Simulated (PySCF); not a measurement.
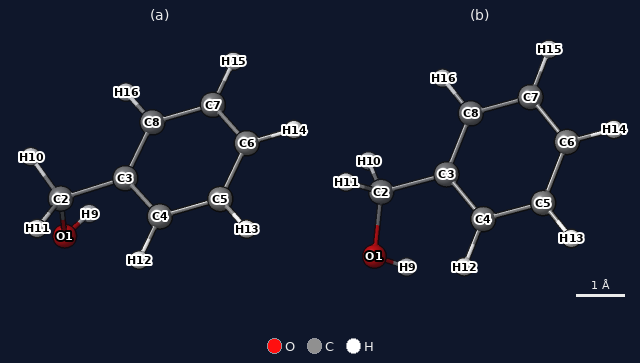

The structure of C7H8O before (left) and after (right) a relaxation, at one scale.

The picture is a ball-and-stick view, seen at a tilt.

The start comes from GFN2-xTB.

These are results of PySCF 2.14.0, density-fitted response routines, PBE0-D3(BJ)/def2-SVP geometry optimisation, gas phase, not measurements. 

**What changed between the two?**

After 11 geometry steps the energy has fallen by 2.68 kcal/mol. The largest force component goes from 0.74 to 0.015 eV/Å. The atom that moves furthest after the best rigid fit is H9 (1.34 Å). Largest moves by element: H 1.34 Å, O 0.86 Å, C 0.33 Å. Near-neighbour distances that change, for instance: O1–C2 1.415 → 1.400 Å, C4–H12 1.080 → 1.093 Å, C2–H11 1.092 → 1.104 Å, C3–C4 1.389 → 1.399 Å. Bond angles that change, for instance: H10–C2–H11 108.7° → 106.1°, O1–C2–H10 110.1° → 112.2°. Groups turn about C2–C3 by about 60°. The run took about 3 core-minutes on a shared host.
